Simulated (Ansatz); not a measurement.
**Geometry relaxation of InAs (part 2 of 2)**

Continued. System: InAs (F-43m, 2 atoms in the cell). Method: DFT PBEsol, scalar-relativistic, plane waves, PAW, no spin polarisation (Ansatz 0.2.0); cutoff 420 eV, 12×12×12 k-mesh, Fermi–Dirac smearing of 0.15 eV. The structure derives from an entry of the Crystallography Open Database. It belongs to a series of runs on one base structure; here: relaxed at 12 GPa.

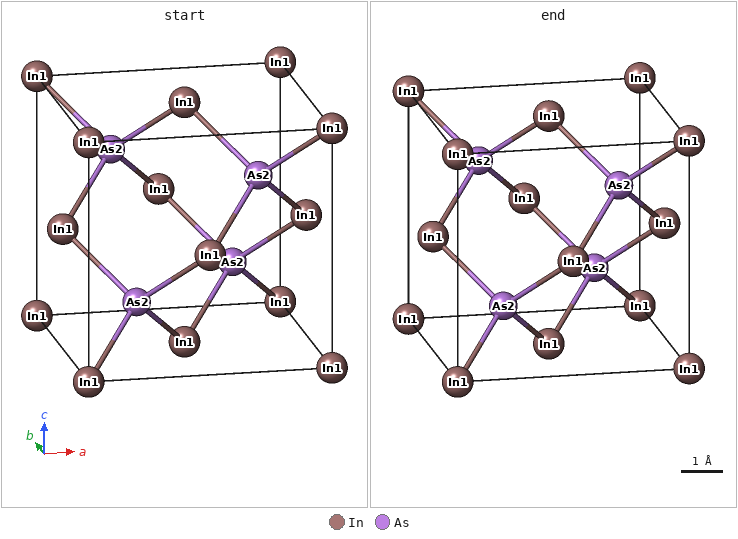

**Figure 1.** Before (left) and after (right) the relaxation, at one scale (ball-and-stick view of the cell 4 times as large as that of the calculation, set on its symmetry axes, seen slightly off an axis). No atom moves by more than 0.005 Å relative to the cell. Cell: a = b = c 6.087 → 5.788 Å (−4.9 %). Volume −14.0 %. Among the contacts that change: In1–As2 2.636 → 2.506 Å. The space group stays F-43m (No. 216). The energy rises by 128 meV per atom in 3 geometry steps. With the target pressure of 12 GPa, the enthalpy E + pV changes by −169 meV per atom. All forces vanish by symmetry, so only the cell relaxes. The pressure goes from 0.00 to 11.99 GPa. A last SCF at the same geometry on a re-selected plane-wave basis shifts the energy by +0.7 meV per atom. (Atoms are counted from 1 in the order of the input.)

```
basis re-selected at this cell: Δ(F+E_penalty+E_count) = +1.395e-3 eV, ΔP = -0.011 GPa vs the last step (what re-selecting the basis moved, of the pressure what is left beyond the Pulay correction that the steps carried, after the strain that the cell walked since its last selection, with what the two solves' SCF thresholds leave and, on support functions, any second-order correction that the steps lacked; it is no measure of the basis error at this ecutwfc). This SCF's stress stands 1.17e-2 GPa from its target on what of the cell is left free (relax.cell.stress_tol is 2.00e-2 GPa) and its largest allowed force component is 9.19e-17 eV/Å (relax.f_tol is 1.00e-3 eV/Å): within both
SCF converged after 7 iterations
Free energy (F): -10338.573209 eV
Harris-Foulkes:  -10338.573209 eV  (|F-HF|=1.82e-12)
Internal energy: -10338.571737 eV  (E = F + TS)
E sigma→0 (E₀):  -10338.572473 eV
Entropy (-TS):   -0.001472 eV (-0.736 meV/atom)
Fermi energy:    10.069990 eV
--- Per-component energies (eV) ---
  E_band       = -271.521664
  E_kinetic    = 351.613619
  E_local      = -3099.032316  (includes V_loc(G=0)·N_el)
  E_nonlocal   = -299.581474
  E_hartree    = 1515.047506
  E_xc         = -294.185113
  E_vxc        = -181.850377  (∫ρ·V_xc dr)
  E_paw        = -5877.747645  (= ΣΔE_a)
  E_vpaw       = -72.766172  (= ΣTr[D̂ρ^β])
  E_aug_tail   = 0.000033  (compensation charges beyond the density's cutoff)
  E_ewald      = -2635.888680
  E_core_change = 1.202331  (= ΣΔE_core)
  E_smearing   = -0.001472  (= −TS)
  E_closure    = 0.000000  (closes the sum)
  Σ components = -10338.573209   (vs F -10338.573209, Δ=0.00e0)
--- Forces (eV/Å), atoms counted from 1 ---
  atom   1  In    -0.00000000     0.00000000     0.00000000
  atom   2  As     0.00000000    -0.00000000    -0.00000000
  max |Σ_I F_I| component: 1.49e-16 eV/Å
--- Stress (GPa, compression-positive) ---
       11.988335      -0.000000      -0.000000
       -0.000000      11.988335      -0.000000
       -0.000000      -0.000000      11.988335
  P = ⅓ Tr σ = 11.9883 GPa (119.883 kbar)
--- Band table (eV; the first three rows and the last of 72) ---
  k-point 0: bands = ["-25.6154", "-25.6154", "-25.6154", "-25.6027", "-25.6027", "-5.0827", "-5.0827", "-5.0827", "-4.8879", "-4.8879", "-3.2346", "9.6030", "9.6030", "9.6030", "9.9746", "13.5042", "13.5042", "13.5042"]
  k-point 1: bands = ["-25.6155", "-25.6154", "-25.6154", "-25.6027", "-25.6027", "-5.1012", "-5.0784", "-5.0784", "-4.8882", "-4.8882", "-3.1404", "8.4352", "9.4867", "9.4867", "10.8036", "13.5794", "13.6671", "13.6671"]
  k-point 2: bands = ["-25.6155", "-25.6153", "-25.6153", "-25.6026", "-25.6026", "-5.1473", "-5.0671", "-5.0671", "-4.8883", "-4.8883", "-2.8708", "6.9948", "9.2096", "9.2096", "11.1749", "14.0276", "14.0276", "14.1077"]
  k-point 71: bands = ["-25.6155", "-25.6154", "-25.6146", "-25.6026", "-25.6020", "-5.3433", "-5.0012", "-4.9681", "-4.9136", "-4.8776", "-0.5044", "3.2915", "6.0195", "6.0650", "13.8411", "14.3410", "14.8731", "15.6310"]
--- Relaxed structure (4 steps of the walk, 4 accepted, 1 SCFs on fresh bases) ---
  F+E_penalty+E_count = -10338.57320927 eV   max|allowed force component| = 9.194e-17 eV/Å   (the final SCF, on the basis selected at the relaxed cell)
  cell:  # Å, volume = 48.4880 Å³
    - [6.929705964738002e-33, 2.8942415899832388, 2.8942415899832388]
    - [2.8942415899832388, -9.872283313735204e-33, 2.8942415899832388]
    - [2.8942415899832388, 2.8942415899832388, -4.980726162155438e-33]
  atoms:
    - { symbol: In, position: [2.3411846194475184e-33, -2.5942856593877905e-33, -1.7506155262535496e-33] }
    - { symbol: As, position: [0.7500000000000001, 0.7500000000000001, 0.7500000000000001] }
```

Trajectory as extended XYZ (Å, eV, eV/Å), 5 frames, from step=1 to step=5
```
2
Lattice="0.0000 3.0437 3.0437 3.0437 0.0000 3.0437 3.0437 3.0437 0.0000" Properties=species:S:1:pos:R:3:forces:R:3 step=1 energy=-10338.82969 pressure_GPa=0.00
In    0.0000    0.0000    0.0000    0.0000   0.0000   0.0000
As    4.5656    4.5656    4.5656    0.0000   0.0000   0.0000
2
Lattice="0.0000 2.8954 2.8954 2.8954 0.0000 2.8954 2.8954 2.8954 0.0000" Properties=species:S:1:pos:R:3:forces:R:3 step=2 energy=-10338.57875 pressure_GPa=11.88
In    0.0000    0.0000    0.0000    0.0000   0.0000   0.0000
As    4.3430    4.3430    4.3430    0.0000   0.0000   0.0000
2
Lattice="0.0000 2.8940 2.8940 2.8940 0.0000 2.8940 2.8940 2.8940 0.0000" Properties=species:S:1:pos:R:3:forces:R:3 step=3 energy=-10338.57354 pressure_GPa=12.03
In    0.0000    0.0000    0.0000    0.0000   0.0000   0.0000
As    4.3409    4.3409    4.3409    0.0000   0.0000   0.0000
2
Lattice="0.0000 2.8942 2.8942 2.8942 0.0000 2.8942 2.8942 2.8942 0.0000" Properties=species:S:1:pos:R:3:forces:R:3 step=4 energy=-10338.57460 pressure_GPa=12.00
In    0.0000    0.0000    0.0000    0.0000   0.0000   0.0000
As    4.3414    4.3414    4.3414    0.0000   0.0000   0.0000
2
Lattice="0.0000 2.8942 2.8942 2.8942 0.0000 2.8942 2.8942 2.8942 0.0000" Properties=species:S:1:pos:R:3:forces:R:3 step=5 energy=-10338.57321 pressure_GPa=11.99
In    0.0000    0.0000    0.0000    0.0000   0.0000   0.0000
As    4.3414    4.3414    4.3414    0.0000   0.0000   0.0000
```

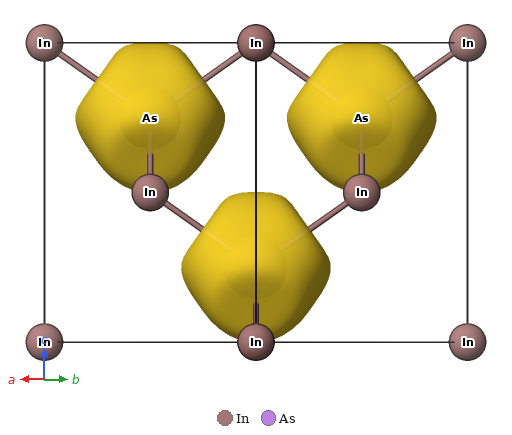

**Figure 2.** Isosurface of the electron localisation function at 0.5 (yellow), seen along [110]. Only the valence region is drawn (cores and ρ < 0.01 e/Å³ removed). Sticks mark near contacts. The outline is the cell set on symmetry axes. Profiles from the grid: In–As (2.51 Å): the ELF is about 0.50 at the midpoint. In a PAW calculation such maps are meaningful between the atoms, not at the nuclei.

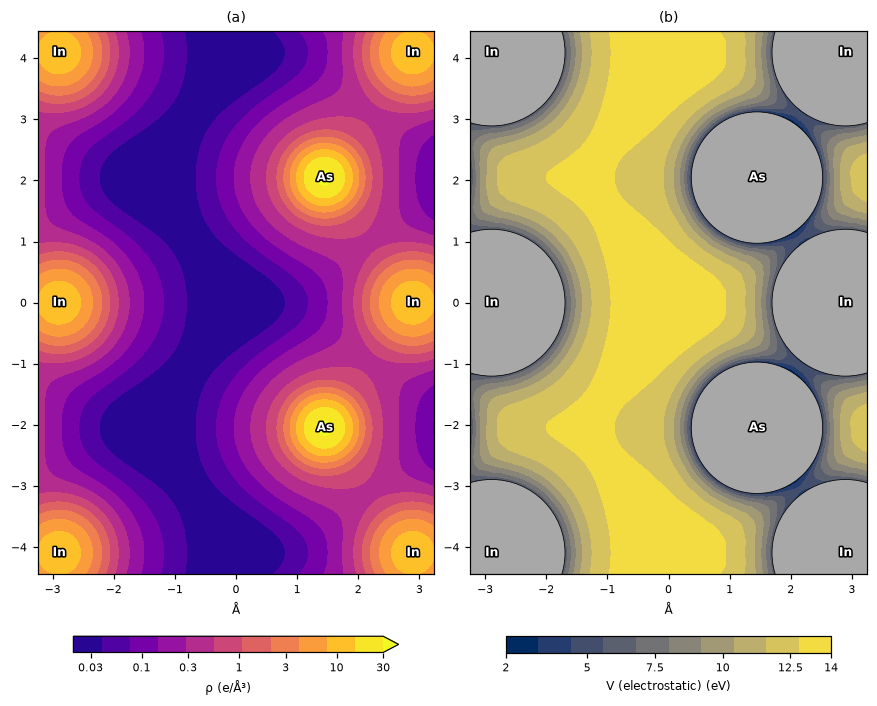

**Figure 3.** (a) valence charge density (pseudo); (b) electrostatic potential energy of an electron on the (110) plane of the conventional cell. Grey discs, where drawn, cover atomic cores. The section cuts through In and As sites. In–As (2.51 Å): ρ at the midpoint is about 0.49 e/Å³. Away from the nuclei the density in this plane falls to 0.02 e/Å³ at its lowest. Outside the cores the potential energy rises away from the atoms and is highest about 2.5 Å from the nearest atoms; outside the discs it spans about 11 eV, and its zero is arbitrary.

This output came from the following input.

Input
```yaml
crystal:
  lattice:
    - [0.0, 3.0437329611, 3.0437329611]
    - [3.0437329611, 0.0, 3.0437329611]
    - [3.0437329611, 3.0437329611, 0.0]
  atoms:
    - { symbol: In, position: [0.0, 0.0, 0.0] }
    - { symbol: As, position: [0.75, 0.75, 0.75] }
basis:
  ecutwfc: 420
kpoints:
  mp_grid: { grid: [12, 12, 12] }
hamiltonian:
  xc: pbesol
scf:
  occupations: { method: fermi_dirac, width: 0.15 }
output:
  forces: true
  stress: true
  eigenvalues: true
  write_density: true
  write_potential: true
  elf: true
  volumetric_format: npy
relax:
  adjacent_minimum: "off"
  f_tol: 0.001
  max_steps: 60
  cell: { stress_tol: 0.02, p_target: 12.0 }
```

Command:
```bash
ansatz run input.yaml --threads 1 --pin off --max-ram 3072MiB --backend cpu --events-out ev --progress --plain --runs-dir out
```

Results in brief

| quantity | value |
| --- | --- |
| outcome | converged |
| space group (tolerance 0.01 Å) | F-43m (216) |
| electrons treated | 28 |
| free energy | −10338.5732 eV |
| Fermi energy | 10.070 eV |
| gap on the k-point mesh | none (metallic) |
| pressure | 11.99 GPa |
| final volume | 48.49 Å³ |
| largest force (length of the vector) at the end | under 0.001 eV/Å |
| final cell | a = 4.093 Å, b = 4.093 Å, c = 4.093 Å, α = 60.00°, β = 60.00°, γ = 60.00° |
| hardware | 1 thread of Intel Xeon (Granite Rapids), 192 GiB of memory available, shared host |
| wall time | 31 s |
| peak memory | 0.43 GiB |

Notes

Results for this metal are sensitive to the k-point mesh. The cell was relaxed to the target pressure of the input; what is minimised is then the enthalpy E + pV.
